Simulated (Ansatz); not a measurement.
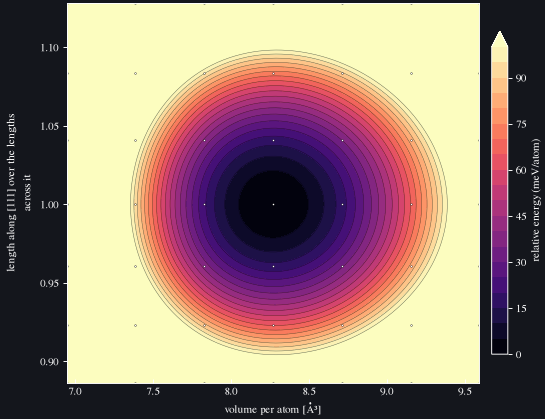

AlN (Fm-3m, No. 225; 2 atoms in the cell). The energy is mapped over volume and the cell's shape. First axis: volume per atom. Second axis: length along [111] over the lengths across it, relative to the cubic cell. Nothing is relaxed (symmetry fixes all fractional coordinates). The scan uses a 7 × 7 grid. Points are written as (first, second). Energies: meV/atom, counted from the lowest grid point. Method: DFT PBEsol, scalar-relativistic, plane waves, PAW in Ansatz 0.2.0. Settings: cutoff 520 eV, k-mesh 10×10×10, gaussian smearing 0.05 eV, no spin polarisation.

In the figure: filled contours, dots at the grid points, one colour for all values above the top of the scale. Between grid points the surface is interpolated.

**Estimate the position of the minimum and the force constants in these coordinates.**

The interpolated minimum is at volume per atom ≈ 8.27 Å³, the second coordinate ≈ 1.000. The curvatures there are about 0.4 eV/(Å³)² and 43 eV, with a cross term of about 0 eV/Å³ (per cell of 2 atoms). Round the minimum the two coordinates are nearly uncoupled.

PAW datasets: the set soft_1.
